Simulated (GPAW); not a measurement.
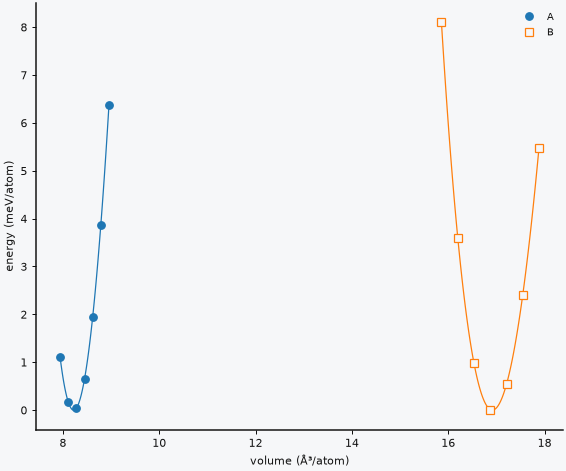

The figure compares two calculations of the energy against volume, each curve from its own zero. The first is for LiH, space group Fm-3m (No. 225).

The cell holds 2 atoms.

Method: PAW DFT in plane waves, on a grid or in atomic orbitals, no spin polarisation; energies at scaled volumes of the given cell, shape and fractions fixed, counted from the fit's minimum, third-order Birch-Murnaghan fit (GPAW 26.7.0). Level: r2SCAN.

k mesh 11×11×11; occupations Fermi–Dirac; smearing width 0.05 eV; potentials GPAW PAW data sets (gpaw data 1.2.1); wave cutoff 800 eV; program settings basis pw.

In the second, H is replaced by Cl on all its sites, which gives LiCl in the same structure. The second calculation uses k mesh 9×9×9.

### Which of A and B is the second calculation, and what did the change do?

B. The equilibrium volume rises from 8.22 to 16.91 Å³/atom (+106 %) and the bulk modulus hardly changes (35.1 and 35.0 GPa).

V0 and the bulk modulus come from third-order Birch–Murnaghan fits.
